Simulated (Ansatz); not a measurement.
**A series of single points on Be**

System: Be (Pm-3m, 1 atom in the cell).
Method: DFT, RPBE, plane waves (420 eV) with PAW, scalar-relativistic, no spin polarisation (Ansatz 0.2.0).

The 5 runs differ only in the geometry, by an even scaling of the cell at fixed fractional positions.

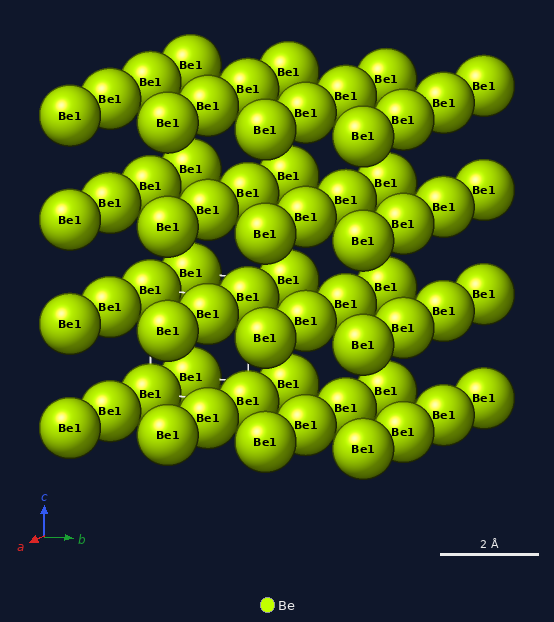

Figure 1. The structure of run 3 (spheres-only view of the cell of the calculation, repeated 3 × 3 × 3, seen slightly off an axis; atoms are numbered from 1 in the order of the input).

**Input of run 3**
```yaml
crystal:
  lattice:
    - [2.1618817852, 0.0, 0.0]
    - [0.0, 2.1618817852, 0.0]
    - [0.0, 0.0, 2.1618817852]
  atoms:
    - { symbol: Be, position: [0.0, 0.0, 0.0] }
hamiltonian:
  xc: rpbe
  pseudopotentials:
    kind: paw
    azcp:
      Be: "pseudopotentials/Be.paw.azcp"
basis:
  ecutwfc: 420
  fft_grid_basis: typed
kpoints:
  mp_grid: { grid: [16, 16, 16], shift: [0, 0, 0] }
magnetization:
  spin_polarized: false
scf:
  occupations: { method: fermi_dirac, width: 0.1 }
  lower_state_search: "off"
output:
  stress: true
```

Command:
```bash
ansatz run input.yaml --threads 2 --pin off --max-ram 5120MiB --backend cpu --events-out ev --progress --plain --runs-dir out
```

Lattice vectors (Å) and fractional positions of run 3:
```
   2.161882    0.000000    0.000000
   0.000000    2.161882    0.000000
   0.000000    0.000000    2.161882
Be  0.000000  0.000000  0.000000
```

Run 4 differs from it as follows:
```diff
-    - [2.1618817852, 0.0, 0.0]
-    - [0.0, 2.1618817852, 0.0]
-    - [0.0, 0.0, 2.1618817852]
+    - [2.2484476644, 0.0, 0.0]
+    - [0.0, 2.2484476644, 0.0]
+    - [0.0, 0.0, 2.2484476644]
```

**Results, with one run withheld**

| run | volume per atom (Å³) | free energy per atom, from the lowest run given (meV) | pressure (GPa) |
| --- | --- | --- | --- |
| 1 | 9.262 | 38.08 | 11.67 |
| 2 | 9.683 | 13.57 | 7.12 |
| 3 | 10.104 | 0.00 | 3.32 |
| 4 | 11.367 | ? | ? |
| 5 | 11.788 | 24.04 | −6.72 |

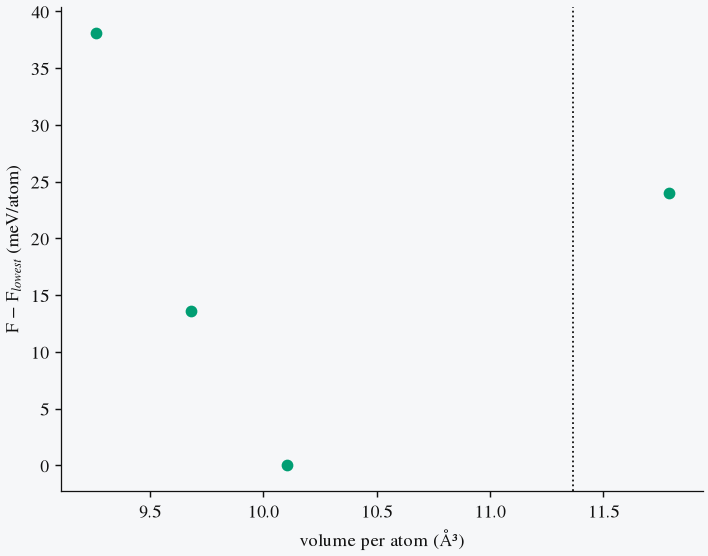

Figure 2. Free energy per atom of the runs given; the dotted line marks run 4.

Estimate the energy of run 4 from the others.

A quadratic polynomial in V^(−2/3) (the Birch–Murnaghan form), fitted to the 4 runs given, misses them by at most 0.14 meV per atom. With x = V^(−2/3) − 0.21347 Å⁻², it reads F = −0.57377 + 1292 x + 1.2242e+05 x² (meV per atom). At run 4 it gives 9.23 meV per atom, and the run itself gives 8.82. The slope of the fit gives a pressure −dF/dV of −4.73 GPa there, and the run prints −4.81 GPa. The two needn't agree exactly: the fit is approximate, and the printed stress is taken on a finite basis. The fit has its minimum at 10.527 Å³ per atom, where V d²F/dV² gives 71.8 GPa: the bulk modulus at this level, since symmetry fixes the shape and the positions.

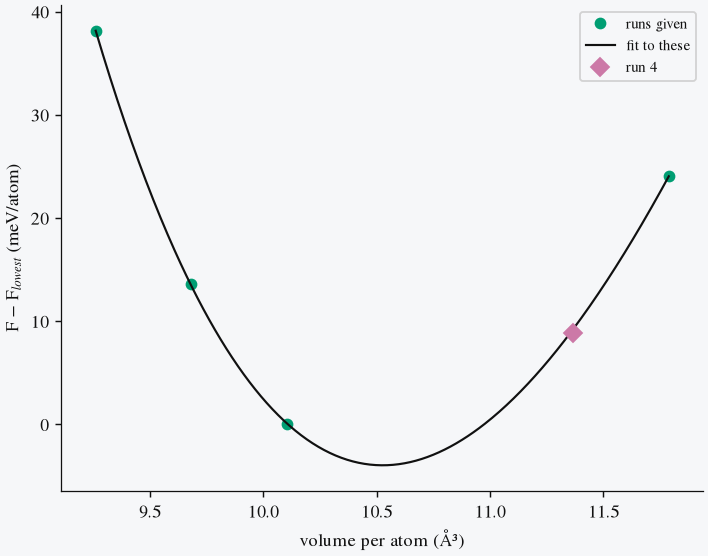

Figure 3. The fit and the withheld run.

**Output, shortened to warnings, some set-up lines, iterations and results (run 4)**
```
Basis set: ecut = 420 eV, 251 PW (Γ)
Symmetry: 48 space group operations
k-points: 165 of 4096
Initial density: superposition of atomic densities (neutral atoms: chi_scale 0, normalization atom), corrected by the library's trained network
[...]
SCF iter   1: F=—  HF=-92.699670 eV  |F-HF|=—  |Δ(HF+E_count)|=         —  Δρ=2.00e-3  dr2=3.75e-4  ethr=1.77e-3  ⟨swp⟩=4.7  Hψ=7812  notcnv=0
SCF iter   2: F=—  HF=-92.699640 eV  |F-HF|=—  |Δ(HF+E_count)|=   2.99e-5  Δρ=9.50e-4  dr2=8.16e-5  ethr=1.88e-5  ⟨swp⟩=1.1  Hψ=2155  notcnv=0
SCF iter   3: F=—  HF=-92.699632 eV  |F-HF|=—  |Δ(HF+E_count)|=   8.01e-6  Δρ=3.99e-5  dr2=1.12e-7  ethr=4.08e-6  ⟨swp⟩=1.1  Hψ=1105  notcnv=0
SCF iter   4: F=-92.699632 eV  HF=-92.699632 eV  |F-HF|=5.14e-10  |Δ(HF+E_count)|=   5.92e-8  Δρ=3.57e-6  dr2=1.57e-9  ethr=5.59e-9  ⟨swp⟩=1.9  Hψ=1249  notcnv=0
SCF iter   5: F=-92.699632 eV  HF=-92.699632 eV  |F-HF|=4.41e-12  |Δ(HF+E_count)|=  4.86e-10  Δρ=4.68e-7  dr2=2.52e-11  ethr=7.87e-11  ⟨swp⟩=1.0  Hψ=1088  notcnv=0
SCF iter   6: F=-92.699632 eV  HF=-92.699632 eV  |F-HF|=5.68e-14  |Δ(HF+E_count)|=  4.66e-12  Δρ=3.96e-8  dr2=1.81e-13  ethr=1.26e-12  ⟨swp⟩=1.0  Hψ=2258  notcnv=0
SCF 1 converged in 6 iterations: F = -92.699632 eV  dr2 = 1.81e-13
SCF converged after 6 iterations
Free energy (F): -92.699632 eV
Harris-Foulkes:  -92.699632 eV  (|F-HF|=5.68e-14)
Internal energy: -92.687076 eV  (E = F + TS)
E sigma→0 (E₀):  -92.693354 eV
Entropy (-TS):   -0.012556 eV (-12.556 meV/atom)
Fermi energy:    4.866095 eV
--- Per-component energies (eV) ---
  E_band       = 2.406754
  E_kinetic    = 16.934412
  E_local      = 0.433177  (includes V_loc(G=0)·N_el)
  E_nonlocal   = 4.875125
  E_hartree    = 0.082614
  E_xc         = -18.217124
  E_vxc        = -18.687158  (∫ρ·V_xc dr)
  E_paw        = -60.447226  (= ΣΔE_a)
  E_vpaw       = -1.314029  (= ΣTr[D̂ρ^β])
  E_aug_tail   = -0.000001  (compensation charges beyond the density's cutoff)
  E_ewald      = -36.341587
  E_core_change = -0.006466  (= ΣΔE_core)
  E_smearing   = -0.012556  (= −TS)
  E_closure    = 0.000000  (closes the sum)
  Σ components = -92.699632   (vs F -92.699632, Δ=0.00e0)
--- Stress (GPa, compression-positive) ---
       -4.814195       0.000000      -0.000000
        0.000000      -4.814195       0.000000
        0.000000       0.000000      -4.814195
  P = ⅓ Tr σ = -4.8142 GPa (-48.142 kbar)
```
